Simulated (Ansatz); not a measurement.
**Geometry relaxation, with input and output: B₂₄N₂₅ (part 2 of 4)**

The same run, continued: B₂₄N₂₅ (defect cell, 49 atoms in the cell); DFT PBE, scalar-relativistic, plane waves, PAW, spin-polarised (Ansatz 0.2.0); cutoff 420 eV, 2×2×2 k-mesh, Gaussian smearing of 0.01 eV, collinear spins. The structure derives from a Materials Project entry. It belongs to a series of runs on one base structure; here: N interstitial, charge +0, atoms relaxed at the host's cell.

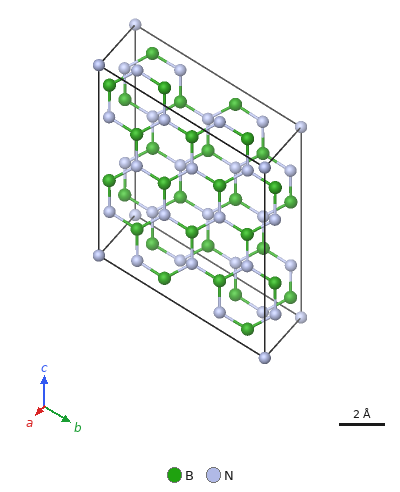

**Figure 1.** The geometry at step 3 of the log (ball-and-stick view of the cell of the calculation, seen slightly off an axis).

The program's output, continued:
```
SCF iter   1: F=—  HF=-13428.774199 eV  |F-HF|=—  |Δ(HF+E_count)|=         —  Δρ=6.87e-2 (↑6.52e-2 ↓6.87e-2)  dr2=9.98e1  dr2_m=7.04e-1  M=1.503 μB ∫|m|=1.519 μB  β_m=0.30  ethr=3.10e-3  ⟨swp⟩=6.5  Hψ=5498  notcnv=0  defer=93
preconditioner: auto → Kerker (q_TF=auto, 2.301 Å⁻¹)  [metal: Δε(μ)=0.008 eV  Ē_g=16.530 eV  σ=0.010 eV  W_gap=0.38  n_scr=108 (ndim 8)  ℏωp=22.3 eV  f_vac=0.091  D(μ)=35.55/eV (n_scr^D=392)]
spin=Collinear: Kerker preconditioning applied to the charge; magnetization (m = ρ↑ − ρ↓) channel mixes plain (no charge-response kernel on spin).
SCF iter   2: F=—  HF=-13410.079718 eV  |F-HF|=—  |Δ(HF+E_count)|=    1.87e1  Δρ=4.76e-2 (↑4.60e-2 ↓4.76e-2)  dr2=4.16e1  dr2_m=2.66e0  M=3.000 μB ∫|m|=3.010 μB  β_m=0.30  ethr=3.10e-3  ⟨swp⟩=2.6  Hψ=2219  notcnv=0  defer=338
preconditioner: auto → Resta (q_TF=auto, 2.301 Å⁻¹)  ε∞=2.9  [insulator: Δε(μ)=0.223 eV  Ē_g=16.061 eV  σ=0.010 eV  W_gap=1.00  n_scr=108 (ndim 8)  ℏωp=22.3 eV  f_vac=0.043  D(μ)=0.00/eV (n_scr^D=0)  ε∞_Penn≈2.9]
spin=Collinear: Resta preconditioning applied to the charge; magnetization (m = ρ↑ − ρ↓) channel mixes plain (no charge-response kernel on spin).
SCF iter   3: F=—  HF=-13398.082191 eV  |F-HF|=—  |Δ(HF+E_count)|=    1.20e1  Δρ=2.55e-2 (↑2.55e-2 ↓2.37e-2)  dr2=7.54e0  dr2_m=1.41e0  M=3.000 μB ∫|m|=3.014 μB  β_m=0.30  ethr=3.10e-3  ⟨swp⟩=2.9  Hψ=2245  notcnv=0  defer=347
SCF iter   4: F=—  HF=-13395.748739 eV  |F-HF|=—  |Δ(HF+E_count)|=    2.33e0  Δρ=1.31e-2 (↑1.31e-2 ↓1.31e-2)  dr2=9.57e-1  dr2_m=7.23e-1  M=3.000 μB ∫|m|=3.025 μB  β_m=0.30  ethr=3.10e-3  ⟨swp⟩=2.5  Hψ=1756  notcnv=0  defer=343
SCF iter   5: F=—  HF=-13395.822544 eV  |F-HF|=—  |Δ(HF+E_count)|=   7.38e-2  Δρ=9.59e-3 (↑9.36e-3 ↓9.59e-3)  dr2=2.47e-1  dr2_m=3.90e-1  M=3.000 μB ∫|m|=3.041 μB  β_m=0.30  ethr=4.86e-4  ⟨swp⟩=3.2  Hψ=2019  notcnv=0  defer=342
SCF iter   6: F=—  HF=-13396.058548 eV  |F-HF|=—  |Δ(HF+E_count)|=   2.36e-1  Δρ=7.02e-3 (↑7.02e-3 ↓6.43e-3)  dr2=1.83e-2  dr2_m=2.22e-1  M=3.000 μB ∫|m|=3.052 μB  β_m=0.30  ethr=1.26e-4  ⟨swp⟩=2.5  Hψ=1524  notcnv=0  defer=342
SCF iter   7: F=—  HF=-13396.136811 eV  |F-HF|=—  |Δ(HF+E_count)|=   7.83e-2  Δρ=5.04e-3 (↑5.04e-3 ↓4.98e-3)  dr2=3.28e-3  dr2_m=1.25e-1  M=3.000 μB ∫|m|=3.059 μB  β_m=0.30  ethr=9.27e-6  ⟨swp⟩=3.5  Hψ=1633  notcnv=0  defer=342
Mixer restart at iter 7: flushing history
spin-set hold released at iteration 7 (site moments contracting): the magnetisation degrees of freedom join the quasi-Newton model from the next iteration; the mixer history was flushed
SCF iter   8: F=—  HF=-13396.176401 eV  |F-HF|=—  |Δ(HF+E_count)|=   3.96e-2  Δρ=3.77e-3 (↑3.77e-3 ↓3.74e-3)  dr2=2.60e-3  dr2_m=7.01e-2  M=3.000 μB ∫|m|=3.068 μB  β_m=0.65  ethr=1.67e-6  ⟨swp⟩=2.5  Hψ=1699  notcnv=0  defer=342
SCF iter   9: F=—  HF=-13396.226716 eV  |F-HF|=—  |Δ(HF+E_count)|=   5.03e-2  Δρ=2.66e-4 (↑2.66e-4 ↓1.88e-4)  dr2=7.19e-4  dr2_m=4.67e-5  M=3.000 μB ∫|m|=3.094 μB  β_m=0.69  ethr=1.32e-6  ⟨swp⟩=3.5  Hψ=2377  notcnv=0  defer=342
SCF iter  10: F=—  HF=-13396.226575 eV  |F-HF|=—  |Δ(HF+E_count)|=   1.41e-4  Δρ=7.35e-5 (↑7.35e-5 ↓7.02e-5)  dr2=1.76e-4  dr2_m=5.19e-6  M=3.000 μB ∫|m|=3.095 μB  β_m=0.71  ethr=3.65e-7  ⟨swp⟩=2.0  Hψ=1885  notcnv=0  defer=342
SCF iter  11: F=-13396.226585 eV  HF=-13396.226577 eV  |F-HF|=7.49e-6  |Δ(HF+E_count)|=   2.33e-6  Δρ=2.17e-5 (↑2.10e-5 ↓2.17e-5)  dr2=1.03e-5  dr2_m=2.66e-7  M=3.000 μB ∫|m|=3.095 μB  ethr=7.93e-9  ⟨swp⟩=35.1  Hψ=15182  notcnv=0
SCF 1 converged in 11 iterations: F = -13396.226585 eV  dr2 = 1.03e-5
  greatest PAW one-centre occupation: 0.868 electrons in one spin orbital (limit 2), on the N atom at site 48 (counted from 0), in its partial waves of l = 0
relax step   1: F+E_penalty+E_count = -13396.22658462 eV  Δ(F+E_penalty+E_count) = +0.000e0 eV  max|allowed force component| = 5.069e-1 eV/Å  Δτ_max = 0.0000 Å  (11 SCF iters, dr2 threshold 1.56e-5 eV, accepted)
Initial density: handed on by an earlier stage of this run
Starting moments: Σ|m| = 1.001 μB on 13 of 49 sites; this step starts from the density that it was given
Initial wavefunctions: those handed on with the density
SCF iter   1: F=—  HF=-13398.210107 eV  |F-HF|=—  |Δ(HF+E_count)|=         —  Δρ=1.63e-2 (↑1.58e-2 ↓1.63e-2)  dr2=6.15e0  dr2_m=1.60e-2  M=3.000 μB ∫|m|=3.087 μB  β_m=0.30  ethr=3.10e-3  ⟨swp⟩=5.5  Hψ=3581  notcnv=0  defer=169
preconditioner: auto → Resta (q_TF=auto, 2.301 Å⁻¹)  ε∞=3.1  [insulator: Δε(μ)=2.511 eV  Ē_g=15.266 eV  σ=0.010 eV  W_gap=1.00  n_scr=108 (ndim 8)  ℏωp=22.3 eV  f_vac=0.202  D(μ)=0.00/eV (n_scr^D=0)  ε∞_Penn≈3.1]
spin=Collinear: Resta preconditioning applied to the charge; magnetization (m = ρ↑ − ρ↓) channel mixes plain (no charge-response kernel on spin).
SCF iter   2: F=—  HF=-13397.099210 eV  |F-HF|=—  |Δ(HF+E_count)|=    1.11e0  Δρ=1.09e-2 (↑1.06e-2 ↓1.09e-2)  dr2=2.27e0  dr2_m=7.14e-3  M=3.000 μB ∫|m|=3.084 μB  β_m=0.55  ethr=3.10e-3  ⟨swp⟩=2.1  Hψ=1407  notcnv=0  defer=290
SCF iter   3: F=—  HF=-13396.594543 eV  |F-HF|=—  |Δ(HF+E_count)|=   5.05e-1  Δρ=1.66e-3 (↑1.66e-3 ↓1.63e-3)  dr2=7.17e-2  dr2_m=2.60e-4  M=3.000 μB ∫|m|=3.080 μB  β_m=0.69  ethr=1.15e-3  ⟨swp⟩=2.9  Hψ=1585  notcnv=0  defer=342
SCF iter   4: F=—  HF=-13396.588535 eV  |F-HF|=—  |Δ(HF+E_count)|=   6.01e-3  Δρ=8.09e-4 (↑8.09e-4 ↓7.81e-4)  dr2=1.31e-2  dr2_m=4.73e-5  M=3.000 μB ∫|m|=3.078 μB  β_m=0.68  ethr=3.64e-5  ⟨swp⟩=2.9  Hψ=1798  notcnv=0  defer=342
SCF iter   5: F=—  HF=-13396.587187 eV  |F-HF|=—  |Δ(HF+E_count)|=   1.35e-3  Δρ=2.09e-4 (↑2.01e-4 ↓2.09e-4)  dr2=1.12e-3  dr2_m=2.67e-5  M=3.000 μB ∫|m|=3.079 μB  β_m=0.80  ethr=6.63e-6  ⟨swp⟩=2.4  Hψ=1816  notcnv=0  defer=342
SCF iter   6: F=—  HF=-13396.587373 eV  |F-HF|=—  |Δ(HF+E_count)|=   1.85e-4  Δρ=7.72e-5 (↑7.72e-5 ↓7.51e-5)  dr2=1.43e-4  dr2_m=4.56e-7  M=3.000 μB ∫|m|=3.078 μB  β_m=0.88  ethr=5.70e-7  ⟨swp⟩=2.0  Hψ=1465  notcnv=0  defer=342
SCF iter   7: F=—  HF=-13396.587455 eV  |F-HF|=—  |Δ(HF+E_count)|=   8.21e-5  Δρ=3.63e-5 (↑3.60e-5 ↓3.63e-5)  dr2=2.76e-5  dr2_m=3.91e-8  M=3.000 μB ∫|m|=3.078 μB  β_m=0.75  ethr=7.26e-8  ⟨swp⟩=2.0  Hψ=1657  notcnv=0  defer=342
SCF iter   8: F=-13396.587455 eV  HF=-13396.587454 eV  |F-HF|=1.42e-6  |Δ(HF+E_count)|=   9.66e-7  Δρ=6.97e-6 (↑6.20e-6 ↓6.97e-6)  dr2=6.37e-7  dr2_m=2.65e-8  M=3.000 μB ∫|m|=3.078 μB  ethr=8.15e-9  ⟨swp⟩=22.9  Hψ=11868  notcnv=0
SCF 2 converged in 8 iterations: F = -13396.587455 eV  dr2 = 6.37e-7
[... from here on the iterations of each SCF are left out, up to the last one ...]
relax step   2: F+E_penalty+E_count = -13396.58745512 eV  Δ(F+E_penalty+E_count) = -3.609e-1 eV  max|allowed force component| = 1.773e-1 eV/Å  Δτ_max = 0.1927 Å  (8 SCF iters, dr2 threshold 1.61e-5 eV, accepted)
preconditioner: auto → Resta (q_TF=auto, 2.301 Å⁻¹)  ε∞=3.1  [insulator: Δε(μ)=2.421 eV  Ē_g=15.274 eV  σ=0.010 eV  W_gap=1.00  n_scr=108 (ndim 8)  ℏωp=22.3 eV  f_vac=0.184  D(μ)=0.00/eV (n_scr^D=0)  ε∞_Penn≈3.1]
spin=Collinear: Resta preconditioning applied to the charge; magnetization (m = ρ↑ − ρ↓) channel mixes plain (no charge-response kernel on spin).
SCF 3 converged in 10 iterations: F = -13396.694593 eV  dr2 = 6.12e-9
relax step   3: F+E_penalty+E_count = -13396.69459301 eV  Δ(F+E_penalty+E_count) = -1.071e-1 eV  max|allowed force component| = 7.359e-2 eV/Å  Δτ_max = 0.1765 Å  (10 SCF iters, dr2 threshold 1.96e-6 eV, accepted)
preconditioner: auto → Resta (q_TF=auto, 2.301 Å⁻¹)  ε∞=3.1  [insulator: Δε(μ)=2.151 eV  Ē_g=15.234 eV  σ=0.010 eV  W_gap=1.00  n_scr=108 (ndim 8)  ℏωp=22.3 eV  f_vac=0.181  D(μ)=0.00/eV (n_scr^D=0)  ε∞_Penn≈3.1]
spin=Collinear: Resta preconditioning applied to the charge; magnetization (m = ρ↑ − ρ↓) channel mixes plain (no charge-response kernel on spin).
SCF 4 converged in 7 iterations: F = -13396.700709 eV  dr2 = 1.36e-7
relax step   4: F+E_penalty+E_count = -13396.70070873 eV  Δ(F+E_penalty+E_count) = -6.116e-3 eV  max|allowed force component| = 2.915e-2 eV/Å  Δτ_max = 0.0182 Å  (7 SCF iters, dr2 threshold 6.62e-7 eV, accepted)
SCF iter   1: F=—  HF=-13396.702488 eV  |F-HF|=—  |Δ(HF+E_count)|=         —  Δρ=4.45e-4 (↑4.25e-4 ↓4.45e-4)  dr2=3.63e-3  dr2_m=7.47e-6  M=3.000 μB ∫|m|=3.052 μB  β_m=0.30  ethr=2.34e-5  ⟨swp⟩=3.0  Hψ=2330  notcnv=0  defer=346
preconditioner: auto → Resta (q_TF=auto, 2.301 Å⁻¹)  ε∞=3.1  [insulator: Δε(μ)=2.147 eV  Ē_g=15.231 eV  σ=0.010 eV  W_gap=1.00  n_scr=108 (ndim 8)  ℏωp=22.3 eV  f_vac=0.182  D(μ)=0.00/eV (n_scr^D=0)  ε∞_Penn≈3.1]
spin=Collinear: Resta preconditioning applied to the charge; magnetization (m = ρ↑ − ρ↓) channel mixes plain (no charge-response kernel on spin).
SCF iter   2: F=—  HF=-13396.701771 eV  |F-HF|=—  |Δ(HF+E_count)|=   7.17e-4  Δρ=3.02e-4 (↑2.89e-4 ↓3.02e-4)  dr2=1.58e-3  dr2_m=3.59e-6  M=3.000 μB ∫|m|=3.052 μB  β_m=0.59  ethr=1.84e-6  ⟨swp⟩=1.0  Hψ=1376  notcnv=0  defer=346
SCF iter   3: F=—  HF=-13396.701337 eV  |F-HF|=—  |Δ(HF+E_count)|=   4.35e-4  Δρ=3.36e-5 (↑3.36e-5 ↓3.20e-5)  dr2=1.13e-5  dr2_m=6.99e-8  M=3.000 μB ∫|m|=3.052 μB  β_m=0.77  ethr=8.05e-7  ⟨swp⟩=2.0  Hψ=1556  notcnv=0  defer=346
SCF iter   4: F=—  HF=-13396.701560 eV  |F-HF|=—  |Δ(HF+E_count)|=   2.24e-4  Δρ=9.24e-6 (↑9.24e-6 ↓8.86e-6)  dr2=1.72e-6  dr2_m=6.19e-9  M=3.000 μB ∫|m|=3.052 μB  β_m=0.76  ethr=5.75e-9  ⟨swp⟩=2.0  Hψ=1634  notcnv=0  defer=346
SCF iter   5: F=—  HF=-13396.701560 eV  |F-HF|=—  |Δ(HF+E_count)|=   2.50e-7  Δρ=3.22e-6 (↑3.22e-6 ↓3.19e-6)  dr2=2.72e-7  dr2_m=2.61e-10  M=3.000 μB ∫|m|=3.052 μB  β_m=0.77  ethr=8.75e-10  ⟨swp⟩=2.0  Hψ=1535  notcnv=0  defer=346
SCF iter   6: F=-13396.701560 eV  HF=-13396.701560 eV  |F-HF|=6.43e-9  |Δ(HF+E_count)|=   4.72e-8  Δρ=1.11e-6 (↑1.11e-6 ↓1.09e-6)  dr2=3.77e-8  dr2_m=7.99e-11  M=3.000 μB ∫|m|=3.052 μB  ethr=5.08e-11  ⟨swp⟩=15.8  Hψ=8544  notcnv=0
SCF 5 converged in 6 iterations: F = -13396.701560 eV  dr2 = 3.77e-8
relax step   5: F+E_penalty+E_count = -13396.70156046 eV  Δ(F+E_penalty+E_count) = -8.517e-4 eV  max|allowed force component| = 1.962e-3 eV/Å  Δτ_max = 0.0068 Å  (6 SCF iters, accepted)
SCF converged after 6 iterations
Magnetization: 3.0000 μB (100.0000 up, 97.0000 down)
Absolute magnetization: 3.0527 μB (∫|ρ↑−ρ↓|, with the PAW one-centre terms)
Spin contamination: 0.0043 ħ² per cell (⟨S²⟩ above its minimum at these occupations)
Per-site moments (μB) at R_I (Å): [(-0.0007314216198340837, 0.598140105394162), (-9.755559873831106e-6, 0.5982920408543844), (0.0004843958871886558, 0.598170052796153), (-9.755559873835004e-6, 0.5982920408543837), (0.0004843958871886992, 0.5981700527961523), (-9.75555987384315e-6, 0.5982920408543845), (-9.755559873844879e-6, 0.5982920408543848), (-9.755559873846885e-6, 0.5982920408543844), (-9.755559873853407e-6, 0.5982920408543838), (-0.000731421619834178, 0.598140105394162), (-0.0007314216198341379, 0.5981401053941631), (0.0004843958871886355, 0.5981700527961528), (-0.0007314216198341292, 0.598140105394162), (-9.755559873865892e-6, 0.5982920408543843), (-9.755559873849978e-6, 0.5982920408543847), (-9.755559873859951e-6, 0.5982920408543845), (-9.755559873836266e-6, 0.5982920408543845), (0.0004843958871887122, 0.598170052796153), (-9.755559873831885e-6, 0.5982920408543843), (0.0004843958871886296, 0.5981700527961532), (-9.755559873856615e-6, 0.5982920408543835), (0.0004843958871886925, 0.5981700527961531), (-0.0007314216198340759, 0.5981401053941626), (-0.0007314216198342104, 0.5981401053941623), (0.021662462963466387, 0.5983402537975667), (0.0008145133485520043, 0.5981700527961531), (0.0006354693796612273, 0.598140105394162), (0.0008145133485519927, 0.5981700527961533), (0.0006354693796612681, 0.5981401053941626), (0.0008145133485519577, 0.598170052796153), (0.0008145133485519855, 0.5981700527961532), (0.0008145133485520155, 0.5981700527961533), (0.0008145133485520063, 0.5981700527961544), (0.021662462963466345, 0.5983402537975671), (0.02166246296346636, 0.5983402537975668), (0.0006354693796612077, 0.5981401053941623), (0.02166246296346637, 0.5983402537975671), (0.0008145133485519845, 0.5981700527961532), (0.0008145133485520017, 0.5981700527961532), (0.000814513348551991, 0.598170052796153), (0.0008145133485519749, 0.5981700527961532), (0.0006354693796612595, 0.598140105394162), (0.0008145133485519792, 0.5981700527961523), (0.0006354693796612326, 0.5981401053941631), (0.0008145133485520224, 0.5981700527961528), (0.0006354693796612222, 0.598140105394162), (0.021662462963466408, 0.5983402537975677), (0.02166246296346641, 0.5983402537975674), (2.5400388727141197, 1.1611579388972437)]
Free energy (F): -13396.701560 eV
Harris-Foulkes:  -13396.701560 eV  (|F-HF|=6.43e-9)
Internal energy: -13396.701560 eV  (E = F + TS)
E sigma→0 (E₀):  -13396.701560 eV
Fermi energy:    3.815472 eV
--- Per-component energies (eV) ---
  E_band       = -857.768941
  E_kinetic    = 4507.061097
  E_local      = -12178.148349  (includes V_loc(G=0)·N_el)
  E_nonlocal   = 1434.176950
  E_hartree    = 4377.890532
  E_xc         = -2265.368586
  E_vxc        = -2811.264627  (∫ρ·V_xc dr)
  E_paw        = -5088.822144  (= ΣΔE_a)
  E_vpaw       = -565.378544  (= ΣTr[D̂ρ^β])
  E_aug_tail   = 0.002461  (compensation charges beyond the density's cutoff)
  E_ewald      = -4183.493521
  E_smearing   = -0.000000  (= −TS)
  E_closure    = -0.000000  (closes the sum)
  Σ components = -13396.701560   (vs F -13396.701560, Δ=0.00e0)
--- Forces (eV/Å), atoms counted from 1 ---
  atom   1  B      0.00000000    -0.00046103    -0.00016463
  atom   2  B     -0.00032798     0.00038496     0.00039328
  atom   3  B     -0.00153211    -0.00088456     0.00069379
  atom   4  B      0.00016940    -0.00047652     0.00039328
  atom   5  B     -0.00000000     0.00176913     0.00069379
  atom   6  B     -0.00016940    -0.00047652     0.00039328
  atom   7  B      0.00049738     0.00009156     0.00039328
  atom   8  B      0.00032798     0.00038496     0.00039328
  atom   9  B     -0.00049738     0.00009156     0.00039328
  atom  10  B     -0.00039927     0.00023052    -0.00016463
  atom  11  B      0.00039927     0.00023052    -0.00016463
  atom  12  B      0.00153211    -0.00088456     0.00069379
  atom  13  B     -0.00039927    -0.00023052     0.00016463
  atom  14  B      0.00049738    -0.00009156    -0.00039328
  atom  15  B     -0.00032798    -0.00038496    -0.00039328
  atom  16  B     -0.00049738    -0.00009156    -0.00039328
  atom  17  B      0.00016940     0.00047652    -0.00039328
  atom  18  B      0.00000000    -0.00176913    -0.00069379
  atom  19  B     -0.00016940     0.00047652    -0.00039328
  atom  20  B      0.00153211     0.00088456    -0.00069379
  atom  21  B      0.00032798    -0.00038496    -0.00039328
  atom  22  B     -0.00153211     0.00088456    -0.00069379
  atom  23  B     -0.00000000     0.00046103     0.00016463
  atom  24  B      0.00039927    -0.00023052     0.00016463
  atom  25  N     -0.00000000     0.00196209     0.00091083
  atom  26  N     -0.00019599     0.00093126    -0.00017498
  atom  27  N      0.00074750     0.00043157     0.00067137
  atom  28  N      0.00070850    -0.00063537    -0.00017498
  atom  29  N      0.00000000    -0.00086314     0.00067137
  atom  30  N     -0.00070850    -0.00063537    -0.00017498
  atom  31  N      0.00090450    -0.00029590    -0.00017498
  atom  32  N      0.00019599     0.00093126    -0.00017498
  atom  33  N     -0.00090450    -0.00029590    -0.00017498
  atom  34  N      0.00169922    -0.00098105     0.00091083
  atom  35  N     -0.00169922    -0.00098105     0.00091083
  atom  36  N     -0.00074750     0.00043157     0.00067137
  atom  37  N      0.00169922     0.00098105    -0.00091083
  atom  38  N      0.00090450     0.00029590     0.00017498
  atom  39  N     -0.00019599    -0.00093126     0.00017498
  atom  40  N     -0.00090450     0.00029590     0.00017498
  atom  41  N      0.00070850     0.00063537     0.00017498
  atom  42  N     -0.00000000     0.00086314    -0.00067137
  atom  43  N     -0.00070850     0.00063537     0.00017498
  atom  44  N     -0.00074750    -0.00043157    -0.00067137
  atom  45  N      0.00019599    -0.00093126     0.00017498
  atom  46  N      0.00074750    -0.00043157    -0.00067137
  atom  47  N      0.00000000    -0.00196209    -0.00091083
  atom  48  N     -0.00169922     0.00098105    -0.00091083
  atom  49  N      0.00000000     0.00000000    -0.00000000
  max |Σ_I F_I| component: 3.90e-18 eV/Å
--- Band table (eV; the first three rows and the last of 8) ---
```
